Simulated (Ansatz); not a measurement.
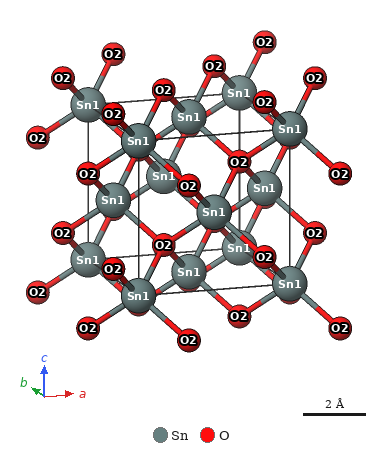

Starting structure of a crystal of SnO (built on the BeS-216 type type). A ball-and-stick model of the conventional cell (4 times the calculation's cell), seen slightly off an axis. Lengths and directions refer to the drawn axes.

Theory: DFT, PBEsol, plane waves, PAW (Ansatz).

Input
```yaml
crystal:
  lattice:
    - [0.0, 2.60948939, 2.60948939]
    - [2.60948939, 0.0, 2.60948939]
    - [2.60948939, 2.60948939, 0.0]
  atoms:
    - { symbol: Sn, position: [0.0, 0.0, 0.0] }
    - { symbol: O, position: [0.75, 0.75, 0.75] }
kpoints:
  mp_grid: { grid: [8, 8, 8] }
hamiltonian:
  xc: pbesol
scf:
  occupations: { method: fermi_dirac, width: 0.03 }
relax:
  f_tol: 0.01
  cell: {}
  max_steps: 120
```

Command:
```bash
ansatz run input.yaml --threads 2 --pin off --max-ram 2211MiB --backend cpu --events-out ev --progress --plain --runs-dir out
```

**What does the optimiser find from here?**

No atom moves by more than 0.005 Å relative to the cell. Cell: a = b = c 5.219 → 5.373 Å (+3.0 %). Volume +9.1 %. Among the contacts that change: Sn1–O2 2.260 → 2.327 Å. The space group stays F-43m (No. 216). After 3 accepted moves (5 points after the start) the energy has fallen by 63.1 meV per cell of the calculation. All forces vanish by symmetry, so only the cell relaxes. The pressure goes from 6.86 to 0.05 GPa. The SCF was repeated twice at an unchanged geometry on a basis and grid sized afresh for the cell, which shifted the energy by 11.9 meV per cell of the calculation at most.

Final geometry:

```xyz
2
Lattice="0.0000 2.6866 2.6866 2.6866 0.0000 2.6866 2.6866 2.6866 0.0000" Properties=species:S:1:pos:R:3 pbc="T T T"
Sn    0.0000    0.0000    0.0000
O     4.0300    4.0300    4.0300
```

The end point in the same view:

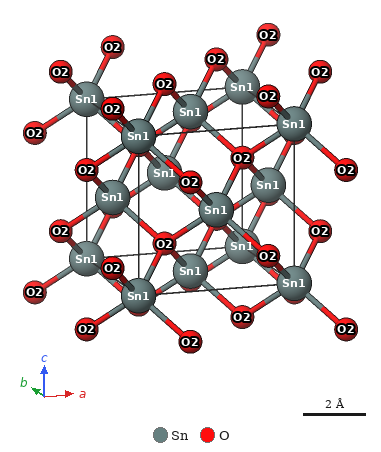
